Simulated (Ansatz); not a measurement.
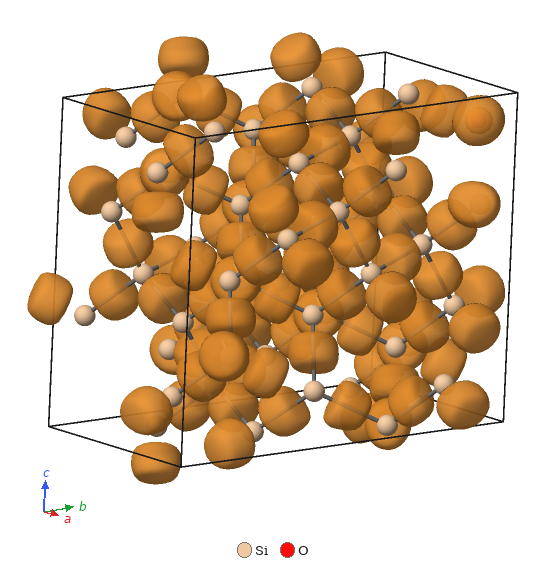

The picture shows: Si48O (cell charge −1, with a compensating background) (cell with a defect). Isosurface of the ELF at 0.75 (orange), seen slightly off an axis. Core shells and regions of very low density are left out. Sticks mark near contacts.

Spin-polarised.

Method: Ansatz 0.2.0, DFT PBE, scalar-relativistic, plane waves, PAW.

Where are the electrons localised?

Answer. At this value the surface marks out 96 regions between bonded Si–Si atoms and one region wrapped around O (its valence shell), counted in one cell of 49 atoms. Any copies at cell faces, edges or corners count once.

Values along the shortest contacts:
Si–Si (2.32 Å): the ELF peaks at about 0.95 between the atoms. Si–O (2.40 Å): the ELF is about 0.30 at the midpoint: no shared electron pair shows on this line.

Metal or insulator at this level of theory?

Answer. It is gapless in this calculation (a metal or semimetal).
